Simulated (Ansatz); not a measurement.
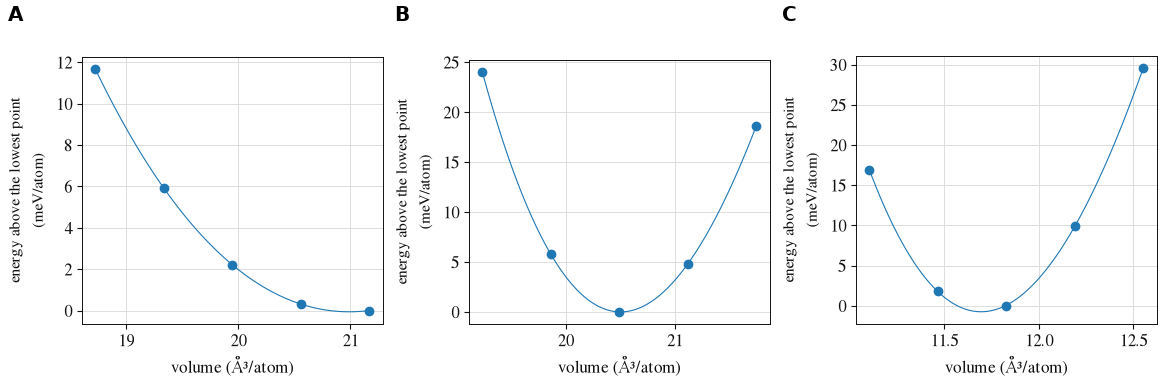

Each panel shows the energy above the lowest point against volume for one of these solids: AlNi, Pm-3m (No. 221); GaP, F-43m (No. 216); Li, Im-3m (No. 229).

Computed with Ansatz 0.2.0 development build: equation of state of a cubic crystal from periodic Kohn-Sham density functional theory without spin, third-order Birch-Murnaghan fit to the free energies; pressure corrected for the finite basis. Level: HSE06.

Which panel belongs to which solid?

Answer. A is Li (energy above the lowest point from 0.0 meV/atom to 11.7 meV/atom, V0 20.99 Å³/atom, B0 13 GPa); B is GaP (energy above the lowest point from 0.0 meV/atom to 24.0 meV/atom, V0 20.5 Å³/atom, B0 87.9 GPa); C is AlNi (energy above the lowest point from 0.0 meV/atom to 29.6 meV/atom, V0 11.69 Å³/atom, B0 174 GPa).

For AlNi, limits of the calculation: coarse k-mesh, values are not converged in k; run without spin, though Ni often carries a moment.

For GaP, limits of the calculation: modest k-mesh, values are not fully converged in k.

For Li, limits of the calculation: coarse k-mesh, values are not converged in k.
